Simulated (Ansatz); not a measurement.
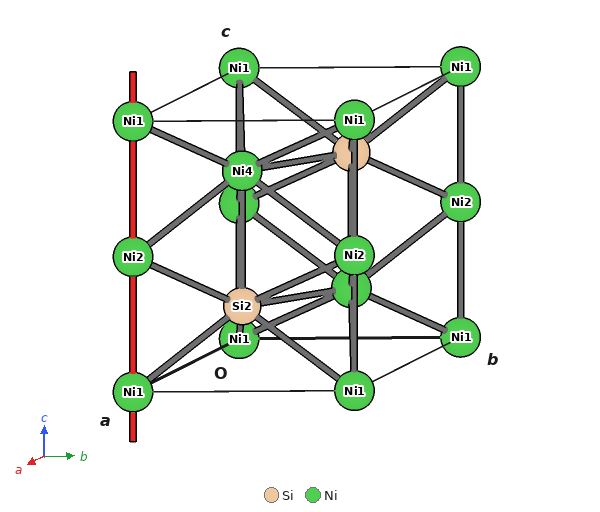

Crystal: SiNi₂, coordinates from a relaxation at fixed volume with DFT PBE, scalar-relativistic, plane waves, PAW in Ansatz 0.2.0. The coloured rod is the axis of a symmetry operation of the crystal. The drawing is computed from the coordinates (standard cell, symmetry found to 0.002 Å).

a = 3.878 Å, b = 3.878 Å, c = 4.928 Å, α = 90.00°, β = 90.00°, γ = 120.00°.

| atom | x | y | z |
| --- | --- | --- | --- |
| Si1 | 0.3333 | 0.6667 | 0.7500 |
| Si2 | 0.6667 | 0.3333 | 0.2500 |
| Ni1 | 0.0000 | 0.0000 | 0.0000 |
| Ni2 | 0.0000 | 0.0000 | 0.5000 |
| Ni3 | 0.3333 | 0.6667 | 0.2500 |
| Ni4 | 0.6667 | 0.3333 | 0.7500 |

Take the operation x, y, z → x−y, x−1, z+1/2.

What kind of operation is it, and where does it lie?

It is a 6₃ screw rotation with translation (0, 0, 1/2), about the line along [0 0 1] through (1, 0, 1/2).

Onto which atom does it carry each atom (up to whole multiples of a, b and c)?

Si1 → Si2, Si2 → Si1, Ni1 → Ni2, Ni2 → Ni1, Ni3 → Ni4, Ni4 → Ni3.
